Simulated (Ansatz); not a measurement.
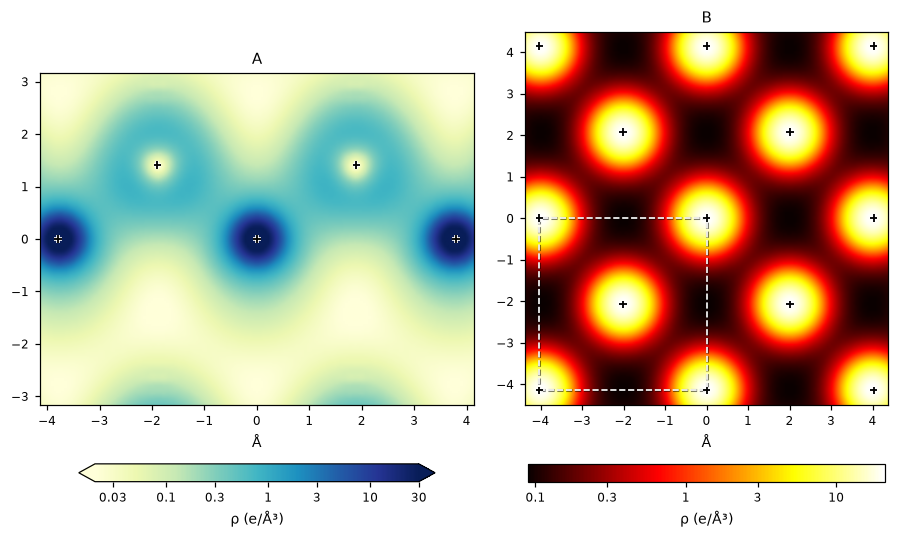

The valence charge density (pseudo) of 2 systems, each on a plane through atoms (crosses mark nuclei in the plane).

The calculation used DFT r2SCAN, scalar-relativistic, plane waves, PAW (Ansatz).

System 1: GaP, the (100) plane of the conventional cell. Space group I-4m2.

```
Ga P
1.0
     2.68129    2.68129    0.00000
    -2.68129    2.68129    0.00000
     0.00000    0.00000    5.63070
Ga P
2 2
Cartesian
  0.0000 0.0000 0.0000
  0.0000 2.6813 2.8154
  -1.3406 1.3406 1.4077
  1.3406 1.3406 4.2230
```

System 2: Ag, the (110) plane of the conventional cell. Space group I4/mmm; changed on purpose from its base cell (strain +0.015 along x and y, -0.015 along z, atoms carried along); computed without spin polarisation.

```cif
data_structure
_symmetry_space_group_name_H-M 'P 1'
_symmetry_Int_Tables_number 1
_cell_length_a 2.9327
_cell_length_b 2.9327
_cell_length_c 4.0249
_cell_angle_alpha 90.000
_cell_angle_beta 90.000
_cell_angle_gamma 90.000
_cell_volume 34.62
loop_
_atom_site_label
_atom_site_type_symbol
_atom_site_fract_x
_atom_site_fract_y
_atom_site_fract_z
_atom_site_occupancy
Ag1 Ag 0.00000 0.00000 0.00000 1
Ag2 Ag 0.50000 0.50000 0.50000 1
```

Which map belongs to which system?

Answer. Panel A is system 1, GaP: the plane holds Ga and P. Ga–P (2.36 Å): the density is about 0.56 e/Å³ at the midpoint. Panel B is system 2, Ag: the plane holds Ag. Ag–Ag (2.89 Å): the density is about 0.21 e/Å³ at the midpoint.
